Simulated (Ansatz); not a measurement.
# Run report: CoO, geometry relaxation (part 1 of 2)

- system: CoO (F-43m, 2 atoms in the cell)
- method: DFT PBEsol, scalar-relativistic, plane waves, PAW, spin-polarised (Ansatz 0.2.0)

The structure was built on a prototype by a generator; it need not be a known phase. Figures and captions count atoms from 1; the log counts them from 0 in places.

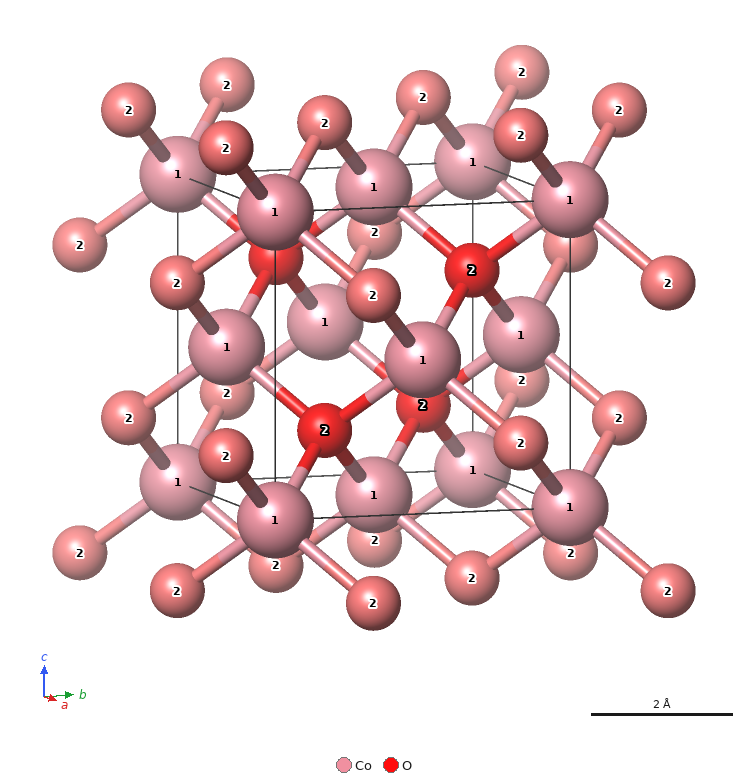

**Figure 1.** The input geometry (ball-and-stick view of the cell 4 times as large as that of the calculation, set on its symmetry axes, seen slightly off an axis; neighbours outside the cell are drawn fainter; atoms are numbered from 1 in the order of the input). Near neighbours in the crystal (not all of them lie inside the picture): Co has 4 O at 1.91 Å; O has 4 Co at 1.91 Å.

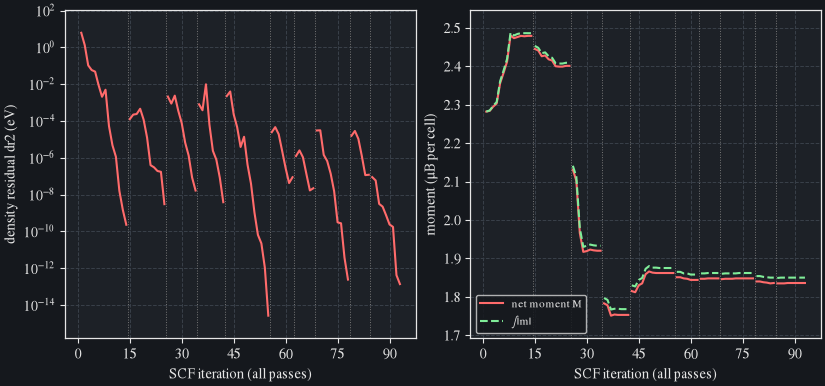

**Figure 2.** Convergence of the self-consistent field: density residual dr2 and magnetic moment against the SCF iteration. The dotted lines part the SCF passes of the relaxation: geometry steps, rejected trials and re-solves on a re-selected basis. The 10 passes take 6 to 14 iterations each, 93 in all. The net moment goes from 2.3 to 1.8 μB per cell.

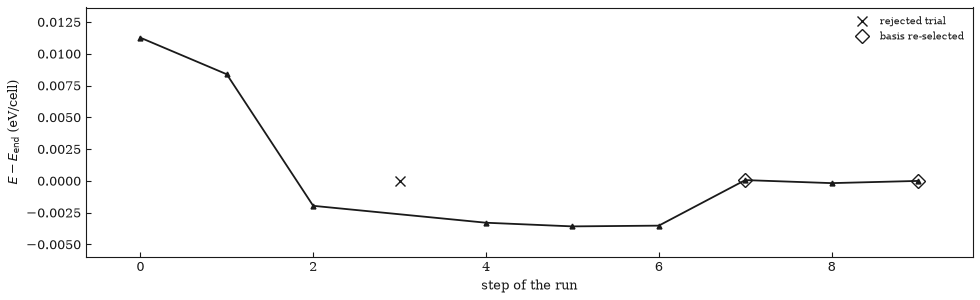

**Figure 3.** Progress of the relaxation, step by step (the first geometry is step 0 here and step 1 in the log).

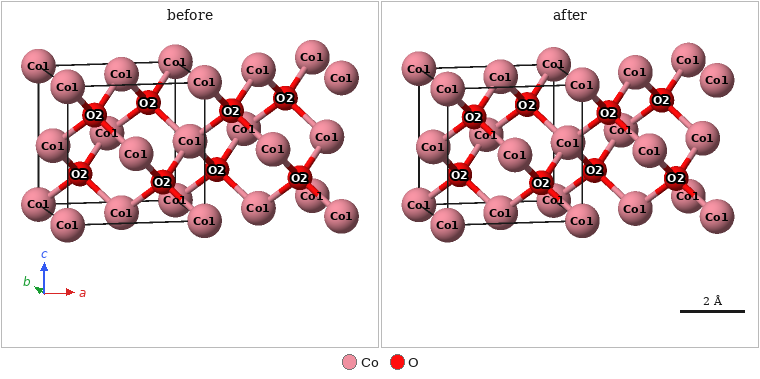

**Figure 4.** Before (left) and after (right) the relaxation, at one scale (ball-and-stick view of the cell 4 times as large as that of the calculation, set on its symmetry axes, repeated 2 × 1 × 1, seen slightly off an axis). The atoms keep their places relative to the cell (all moves are under 0.005 Å). The drawn cell changes as follows: a = b = c 4.421 → 4.349 Å (−1.6 %); the volume changes by −4.8 %. Among the contacts that change: Co1–O2 1.914 → 1.883 Å. The space group stays F-43m (No. 216). Over 7 geometry steps the energy falls by 11.4 meV per cell of the calculation. All forces vanish by symmetry, so only the cell relaxes. Pressure: −2.60 GPa at the start and 0.01 GPa at the end. The line search rejected the trial step at point 3 (counted from 0) and went back. The basis was re-selected once at an unchanged geometry, which shifts the energy a little without any move. The energy change given includes the shifts at the re-selections in mid-walk, which come without any move. A last SCF at the same geometry on a re-selected plane-wave basis shifts the energy by +0.2 meV per cell of the calculation. (Atoms are counted from 1 in the order of the input.)

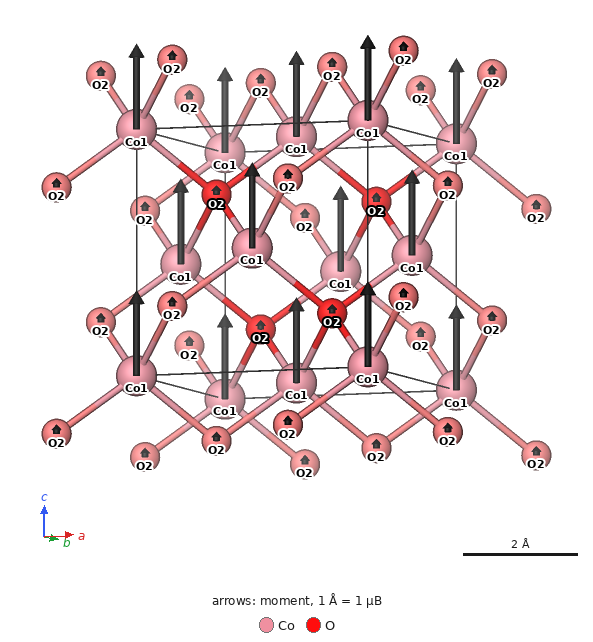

**Figure 5.** Magnetic moments of the sites as black arrows (ball-and-stick view of the cell 4 times as large as that of the calculation, set on its symmetry axes, seen at an oblique angle; neighbours outside the cell are drawn fainter; atoms are numbered from 1 in the order of the input); small moments hardly show. The run is collinear, so the axis drawn is arbitrary. Site moments: Co1 (1.52 μB); O2 (0.17 μB). They are counted near the atoms and needn't add up to the moment of the cell.

The input and output of the run follow.

The input
```yaml
crystal:
  lattice:
    - [0.0, 2.2103298239, 2.2103298239]
    - [2.2103298239, 0.0, 2.2103298239]
    - [2.2103298239, 2.2103298239, 0.0]
  atoms:
    - { symbol: Co, position: [0.0, 0.0, 0.0], spin: 2.2 }
    - { symbol: O, position: [0.25, 0.25, 0.25], spin: 0.29 }
basis:
  ecutwfc: 420
kpoints:
  mp_grid: { grid: [16, 16, 16] }
hamiltonian:
  xc: pbesol
scf:
  occupations: { method: gaussian, width: 0.1 }
output:
  forces: true
  stress: true
  eigenvalues: true
  populations: true
magnetization:
  spin_polarized: true
relax:
  adjacent_minimum: "off"
  f_tol: 0.01
  max_steps: 80
  cell: { stress_tol: 0.05 }
```

Command:
```bash
ansatz run input.yaml --threads 1 --pin off --max-ram 2560MiB --backend cpu --events-out ev --progress --plain --runs-dir out
```

What the program printed
```
Engine: ansatz 0.2.0, x86_64-unknown-linux-gnu
Pseudopotentials: kind: paw
Pseudopotential: Co, paw, valence charge 17, recommended cutoff 420 eV (normal), Co.paw.azcp
Pseudopotential: O, paw, valence charge 6, recommended cutoff 420 eV (normal), O.paw.azcp
Functional definition: PBEsol
  exchange = pbesol_x
  correlation = pbesol_c
Crystal: 2 atoms, lattice volume = 21.597 Å³
Basis set: ecut = 420 eV, 411 PW (Γ), exchange–correlation on 48×48×48 points (8 copies of the dense FFT grid, shifted against one another)
Bands: 17, of which v1, the nominal top of the filled ones, is band 12 counted from 1 (11 counted from 0)
Symmetry: 24 space group operations
Space group: F-43m (ITA 216), of the structure as read, at distance tolerance 2.8e-5 Å
Magnetic group: BNS 216.74 (UNI 1576), of the structure as read, at distance tolerance 2.8e-5 Å
k-points: 145 of 4096 (time reversal used)
Non-local potential: Co, projectors of the file, l = 0: 3, l = 1: 2, l = 2: 3, l = 3: 1
Non-local potential: O, projectors of the file, l = 0: 2, l = 1: 2, l = 2: 1
PAW form: soft (Blöchl's): semilocal exchange-correlation on the pseudo side does not see the compensation charge
PAW frozen core: Co, regenerated for the run's functional, and the local potential with it (the file was generated under x = pbe(κ = 0.804, μ = 0.2195149727645171), c = pbe(β = 0.06672455060314922))
PAW frozen core: O, regenerated for the run's functional, and the local potential with it (the file was generated under x = pbe(κ = 0.804, μ = 0.2195149727645171), c = pbe(β = 0.06672455060314922))
PAW one-centre angular grid: Co, 590 points (default); XC on 64 Gauss nodes
PAW one-centre angular grid: O, 110 points (default); XC on 64 Gauss nodes
Initial density: superposition of atomic densities (chi_scale 0.1, normalization cell, long waves kept (reshape's long-wave potential 0.00 eV rms))
Starting moments: Σ|m| = 2.49 μB on 2 of 2 sites
Initial wavefunctions: pseudopotential atomic-orbital guess
Functional: x = pbesol(κ = 0.804, μ = 0.12345679012345678), c = pbesol(β = 0.046)
SCF iter   1: F=—  HF=-5650.790439 eV  |F-HF|=—  |Δ(HF+E_count)|=         —  Δρ=9.92e-2 (↑9.92e-2 ↓9.51e-2)  dr2=6.15e0  dr2_m=5.94e-2  M=2.282 μB ∫|m|=2.282 μB  β_m=0.30  ethr=3.10e-3  ⟨swp⟩=5.9  Hψ=21929  notcnv=0
Mixer restart at iter 1: flushing history
preconditioner: auto → none  [metal: Δε(μ)=0.019 eV  Ē_g=13.167 eV  σ=0.100 eV  W_gap=0.11  n_scr=8 (ndim 8)  ℏωp=30.9 eV  f_vac=0.000  D(μ)=2.82/eV (n_scr^D=50)  sad-step TF]
SCF iter   2: F=—  HF=-5651.140700 eV  |F-HF|=—  |Δ(HF+E_count)|=   3.50e-1  Δρ=4.52e-2 (↑3.93e-2 ↓4.52e-2)  dr2=1.32e0  dr2_m=3.00e-2  M=2.284 μB ∫|m|=2.285 μB  β_m=0.40  ethr=3.10e-3  ⟨swp⟩=3.2  Hψ=11841  notcnv=0  defer=295
SCF iter   3: F=—  HF=-5651.913030 eV  |F-HF|=—  |Δ(HF+E_count)|=   7.72e-1  Δρ=2.13e-2 (↑1.51e-2 ↓2.13e-2)  dr2=1.05e-1  dr2_m=1.06e-2  M=2.295 μB ∫|m|=2.297 μB  β_m=0.57  ethr=3.10e-3  ⟨swp⟩=2.3  Hψ=9370  notcnv=0  defer=291
SCF iter   4: F=—  HF=-5652.475119 eV  |F-HF|=—  |Δ(HF+E_count)|=         —  Δρ=1.62e-2 (↑9.99e-3 ↓1.62e-2)  dr2=5.82e-2  dr2_m=3.17e-3  M=2.303 μB ∫|m|=2.307 μB  β_m=0.57  ethr=4.57e-4  ⟨swp⟩=2.0  Hψ=10738  notcnv=0  defer=287
Mixer restart at iter 4: flushing history
SCF iter   5: F=—  HF=-5652.554650 eV  |F-HF|=—  |Δ(HF+E_count)|=   7.95e-2  Δρ=1.56e-2 (↑1.56e-2 ↓5.73e-3)  dr2=4.78e-2  dr2_m=9.86e-3  M=2.356 μB ∫|m|=2.361 μB  β_m=0.48  ethr=2.53e-4  ⟨swp⟩=2.0  Hψ=9573  notcnv=0  defer=287
SCF iter   6: F=—  HF=-5652.550685 eV  |F-HF|=—  |Δ(HF+E_count)|=   3.97e-3  Δρ=1.08e-2 (↑5.08e-3 ↓1.08e-2)  dr2=8.80e-3  dr2_m=1.09e-2  M=2.383 μB ∫|m|=2.389 μB  β_m=0.67  ethr=2.08e-4  ⟨swp⟩=2.1  Hψ=9660  notcnv=0  defer=290
SCF iter   7: F=—  HF=-5652.568848 eV  |F-HF|=—  |Δ(HF+E_count)|=   1.82e-2  Δρ=7.06e-3 (↑3.23e-3 ↓7.06e-3)  dr2=2.06e-3  dr2_m=5.00e-3  M=2.412 μB ∫|m|=2.419 μB  β_m=0.87  ethr=3.82e-5  ⟨swp⟩=2.0  Hψ=7810  notcnv=0  defer=290
SCF iter   8: F=—  HF=-5652.573061 eV  |F-HF|=—  |Δ(HF+E_count)|=   4.21e-3  Δρ=6.46e-3 (↑6.46e-3 ↓4.91e-3)  dr2=4.96e-3  dr2_m=4.93e-3  M=2.480 μB ∫|m|=2.487 μB  β_m=0.74  ethr=8.94e-6  ⟨swp⟩=2.1  Hψ=7802  notcnv=0  defer=290
SCF iter   9: F=—  HF=-5652.571992 eV  |F-HF|=—  |Δ(HF+E_count)|=   1.07e-3  Δρ=8.52e-4 (↑8.52e-4 ↓3.45e-4)  dr2=5.31e-5  dr2_m=6.01e-5  M=2.473 μB ∫|m|=2.480 μB  β_m=0.82  ethr=8.94e-6  ⟨swp⟩=2.0  Hψ=6845  notcnv=0  defer=290
SCF iter  10: F=—  HF=-5652.572012 eV  |F-HF|=—  |Δ(HF+E_count)|=   1.98e-5  Δρ=4.24e-4 (↑3.99e-4 ↓4.24e-4)  dr2=4.80e-6  dr2_m=3.22e-5  M=2.476 μB ∫|m|=2.484 μB  β_m=0.91  ethr=2.31e-7  ⟨swp⟩=2.3  Hψ=8180  notcnv=0  defer=290
SCF iter  11: F=—  HF=-5652.572012 eV  |F-HF|=—  |Δ(HF+E_count)|=   4.28e-7  Δρ=5.75e-5 (↑3.46e-5 ↓5.75e-5)  dr2=1.13e-6  dr2_m=7.23e-8  M=2.479 μB ∫|m|=2.486 μB  β_m=0.95  ethr=2.09e-8  ⟨swp⟩=2.0  Hψ=6717  notcnv=0  defer=290
SCF iter  12: F=—  HF=-5652.572012 eV  |F-HF|=—  |Δ(HF+E_count)|=   6.12e-8  Δρ=4.73e-5 (↑4.48e-5 ↓4.73e-5)  dr2=1.59e-8  dr2_m=4.14e-7  M=2.478 μB ∫|m|=2.486 μB  β_m=0.94  ethr=4.91e-9  ⟨swp⟩=2.3  Hψ=6618  notcnv=0  defer=290
SCF iter  13: F=—  HF=-5652.572012 eV  |F-HF|=—  |Δ(HF+E_count)|=   1.82e-8  Δρ=2.05e-6 (↑1.74e-6 ↓2.05e-6)  dr2=1.47e-9  dr2_m=1.30e-10  M=2.479 μB ∫|m|=2.486 μB  β_m=0.97  ethr=6.92e-11  ⟨swp⟩=2.3  Hψ=8281  notcnv=0  defer=290
SCF iter  14: F=-5652.572012 eV  HF=-5652.572012 eV  |F-HF|=2.48e-10  |Δ(HF+E_count)|=  2.15e-10  Δρ=6.22e-7 (↑6.22e-7 ↓6.09e-7)  dr2=2.29e-10  dr2_m=3.10e-12  M=2.479 μB ∫|m|=2.486 μB  ethr=6.39e-12  ⟨swp⟩=4.0  Hψ=16938  notcnv=0
SCF 1 converged in 14 iterations: F = -5652.572012 eV  dr2 = 2.29e-10
  greatest PAW one-centre occupation: 1.003 electrons in one spin orbital (limit 2), on the Co atom at site 0 (counted from 0), in its partial waves of l = 1
relax step   1: F+E_penalty+E_count = -5652.57201237 eV  Δ(F+E_penalty+E_count) = +0.000e0 eV  max|allowed force component| = 7.864e-17 eV/Å  Δτ_max = 0.0000 Å  P = -2.596 GPa  Ω = 21.597 Å³  (14 SCF iters, dr2 threshold 1.00e-7 eV, accepted)
Crystal: 2 atoms, lattice volume = 21.447 Å³
Initial density: handed on by an earlier stage of this run
Starting moments: Σ|m| = 2.49 μB on 2 of 2 sites; this step starts from the density that it was given
Initial wavefunctions: those handed on with the density
iter 1 solved again at ethr=3.93e-7 eV; its pass at ethr=3.10e-3 eV (dr2=9.05e-5 eV) is discarded
SCF iter   1: F=—  HF=-5652.574512 eV  |F-HF|=—  |Δ(HF+E_count)|=         —  Δρ=3.06e-3 (↑3.06e-3 ↓2.12e-3)  dr2=1.25e-4  dr2_m=1.29e-3  M=2.445 μB ∫|m|=2.453 μB  β_m=0.65  ethr=3.93e-7  ⟨swp⟩=2.0  Hψ=27601  notcnv=0
preconditioner: auto → none  [metal: Δε(μ)=0.000 eV  Ē_g=13.648 eV  σ=0.100 eV  W_gap=0.00  n_scr=0 (ndim 8)  ℏωp=31.1 eV  f_vac=0.020  D(μ)=3.16/eV (n_scr^D=58)]
SCF iter   2: F=—  HF=-5652.574576 eV  |F-HF|=—  |Δ(HF+E_count)|=   6.38e-5  Δρ=1.95e-3 (↑7.71e-4 ↓1.95e-3)  dr2=2.21e-4  dr2_m=3.47e-4  M=2.441 μB ∫|m|=2.448 μB  β_m=0.65  ethr=3.93e-7  ⟨swp⟩=2.0  Hψ=8301  notcnv=0
SCF iter   3: F=—  HF=-5652.574939 eV  |F-HF|=—  |Δ(HF+E_count)|=         —  Δρ=2.55e-3 (↑2.55e-3 ↓1.12e-3)  dr2=2.38e-4  dr2_m=6.38e-4  M=2.426 μB ∫|m|=2.434 μB  β_m=0.65  ethr=3.93e-7  ⟨swp⟩=2.0  Hψ=8320  notcnv=0
Mixer restart at iter 3: flushing history
SCF iter   4: F=—  HF=-5652.574880 eV  |F-HF|=—  |Δ(HF+E_count)|=   5.90e-5  Δρ=1.43e-3 (↑5.64e-4 ↓1.43e-3)  dr2=4.60e-4  dr2_m=4.41e-5  M=2.428 μB ∫|m|=2.436 μB  β_m=0.62  ethr=3.93e-7  ⟨swp⟩=2.0  Hψ=8319  notcnv=0
SCF iter   5: F=—  HF=-5652.574927 eV  |F-HF|=—  |Δ(HF+E_count)|=   4.74e-5  Δρ=1.79e-3 (↑1.79e-3 ↓7.94e-4)  dr2=1.18e-4  dr2_m=3.16e-4  M=2.418 μB ∫|m|=2.426 μB  β_m=0.23  ethr=3.93e-7  ⟨swp⟩=2.0  Hψ=8319  notcnv=0
SCF iter   6: F=—  HF=-5652.574865 eV  |F-HF|=—  |Δ(HF+E_count)|=   6.23e-5  Δρ=7.53e-4 (↑5.08e-4 ↓7.53e-4)  dr2=1.24e-5  dr2_m=7.70e-5  M=2.415 μB ∫|m|=2.422 μB  β_m=0.43  ethr=3.93e-7  ⟨swp⟩=2.0  Hψ=8282  notcnv=0
SCF iter   7: F=—  HF=-5652.574888 eV  |F-HF|=—  |Δ(HF+E_count)|=   2.29e-5  Δρ=5.76e-5 (↑3.95e-5 ↓5.76e-5)  dr2=3.96e-7  dr2_m=2.79e-7  M=2.400 μB ∫|m|=2.408 μB  β_m=0.54  ethr=5.39e-8  ⟨swp⟩=2.0  Hψ=7721  notcnv=0
SCF iter   8: F=—  HF=-5652.574888 eV  |F-HF|=—  |Δ(HF+E_count)|=   4.74e-7  Δρ=2.30e-5 (↑1.86e-5 ↓2.30e-5)  dr2=3.02e-7  dr2_m=1.70e-8  M=2.399 μB ∫|m|=2.407 μB  β_m=0.62  ethr=1.72e-9  ⟨swp⟩=2.1  Hψ=7544  notcnv=0
SCF iter   9: F=—  HF=-5652.574889 eV  |F-HF|=—  |Δ(HF+E_count)|=   1.35e-6  Δρ=3.84e-5 (↑1.04e-5 ↓3.84e-5)  dr2=1.91e-7  dr2_m=1.00e-7  M=2.399 μB ∫|m|=2.407 μB  β_m=0.81  ethr=1.31e-9  ⟨swp⟩=2.2  Hψ=6416  notcnv=0
iter 10 did not close the SCF: its close was put off for a magnetic moment that had not settled (scf_convergence_deferred on its scf_iter line)
SCF iter  10: F=-5652.574890 eV  HF=-5652.574890 eV  |F-HF|=1.46e-7  |Δ(HF+E_count)|=   8.99e-7  Δρ=3.33e-5 (↑6.28e-6 ↓3.33e-5)  dr2=1.72e-7  dr2_m=6.29e-8  M=2.401 μB ∫|m|=2.409 μB  β_m=0.90  ethr=8.30e-10  ⟨swp⟩=2.0  Hψ=16952  notcnv=0
SCF iter  11: F=-5652.574890 eV  HF=-5652.574890 eV  |F-HF|=2.45e-9  |Δ(HF+E_count)|=   1.97e-8  Δρ=4.74e-6 (↑2.20e-6 ↓4.74e-6)  dr2=3.02e-9  dr2_m=1.91e-9  M=2.401 μB ∫|m|=2.409 μB  ethr=7.48e-10  ⟨swp⟩=2.1  Hψ=14729  notcnv=0
SCF 2 converged in 11 iterations: F = -5652.574890 eV  dr2 = 3.02e-9
[... from here on the iterations of each SCF are left out, up to the last one ...]
relax step   2: F+E_penalty+E_count = -5652.57489030 eV  Δ(F+E_penalty+E_count) = -2.878e-3 eV  max|allowed force component| = 9.021e-17 eV/Å  Δτ_max = 0.0000 Å  P = -2.126 GPa  Ω = 21.447 Å³  energy of the carried Pulay correction = +6.779e-4 eV  (11 SCF iters, dr2 threshold 2.00e-7 eV, accepted)
```
